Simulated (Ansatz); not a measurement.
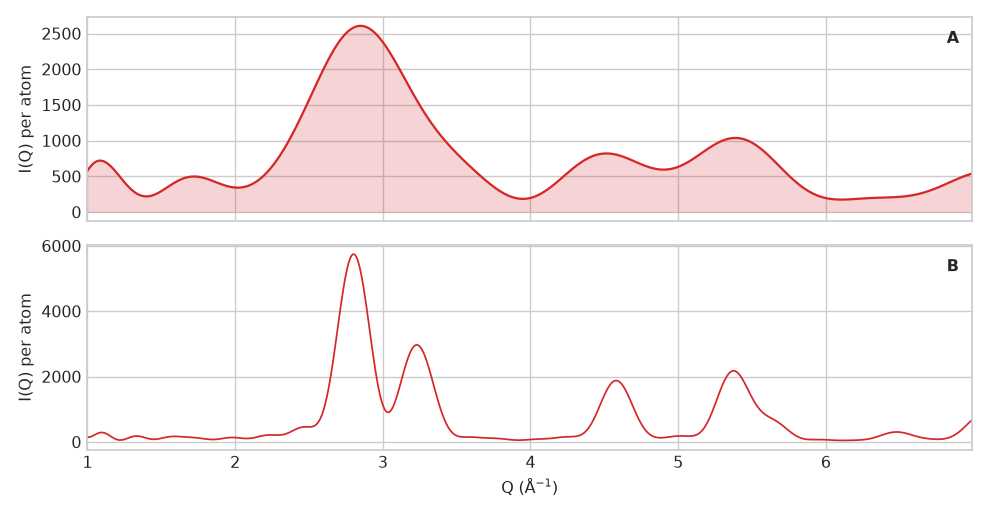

X-ray scattering of spheres cut from the crystal structure of Pd (Fm-3m, a = 3.875 Å, b = 3.875 Å, c = 3.875 Å, α = 90.00°, β = 90.00°, γ = 90.00°), calculated atom by atom with the Debye equation (B = 0.5 Å², no relaxation of the surface). Basis of the simulation: the geometry relaxed with DFT PBEsol, scalar-relativistic, plane waves, PAW (Ansatz 0.2.0); the starting structure was generated, so it need not be a known form of this composition.

### The spheres are 10 and 28 Å across. Which curve is which?

curve A: 10 Å (43 atoms); curve B: 28 Å (791 atoms). Peak widths go roughly as 2π/D, so the largest sphere has the sharpest peaks.

### Index the main peaks of the largest sphere.

Q ≈ 2.80 Å⁻¹: 111; Q ≈ 3.23 Å⁻¹: 200; Q ≈ 4.58 Å⁻¹: 220; Q ≈ 5.38 Å⁻¹: 311.
